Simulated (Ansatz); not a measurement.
System: PbF$_{2}$.

Input

```
crystal:
  lattice:
    - [0.0, 2.9604591747, 2.9604591747]
    - [2.9604591747, 0.0, 2.9604591747]
    - [2.9604591747, 2.9604591747, 0.0]
  atoms:
    - { symbol: Pb, position: [-0.0337785438, 0.0337785438, 0.0337785438] }
    - { symbol: F, position: [0.25, 0.25, 0.25] }
    - { symbol: F, position: [0.75, 0.75, 0.75] }
basis:
  ecutwfc: 500
  ecutrho_ratio: 4
kpoints:
  mp_grid: { grid: [8, 8, 8] }
hamiltonian:
  xc: r2scan
scf:
  occupations: { method: gaussian, width: 0.05 }
output:
  forces: true
  stress: true
  eigenvalues: true
  write_density: true
  write_potential: true
  elf: true
  volumetric_format: npy
```

Command:

```sh
ansatz run input.yaml --threads 4 --pin off --max-ram 7168MiB --backend cpu --events-out ev --progress --plain --runs-dir out
```

Below, planes, directions and counts refer to the conventional cell (a = 4.19 Å, b = 4.19 Å, c = 5.92 Å, α = 90.00°, β = 90.00°, γ = 90.00°).

Space group I4mm; started from the fluorite prototype; changed on purpose from its base cell (atom 1 (Pb) moved 0.2 A along x); not relaxed (largest force 0.3 eV/Å).

Computed with DFT r2SCAN, scalar-relativistic, plane waves, PAW in Ansatz 0.2.0.

Predict the valence pseudo-density and electron localisation function between the atoms.

Pb–F (2.45 Å): ρ is about 0.31 e/Å³ halfway; the ELF is about 0.15 at the midpoint: no localised pair shows between them.

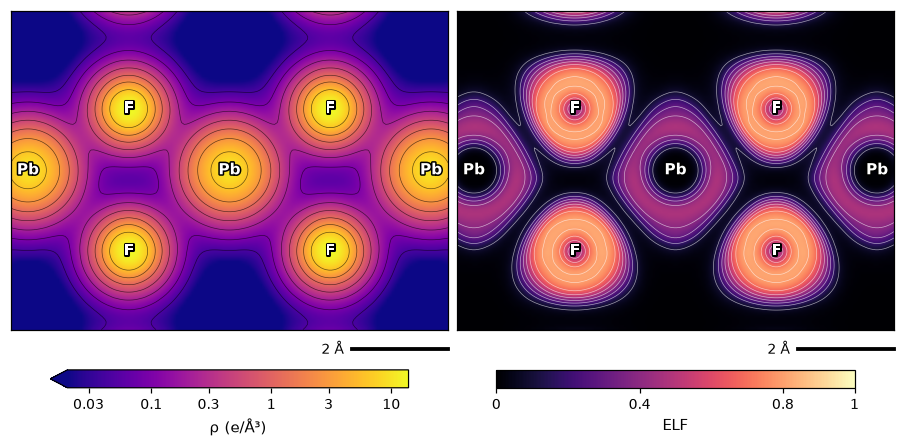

Computed valence pseudo-density and electron localisation function on the (100) plane of the conventional cell, in this order. 

The density is the valence pseudo-density of a PAW calculation; it isn't the true density close to the nuclei.
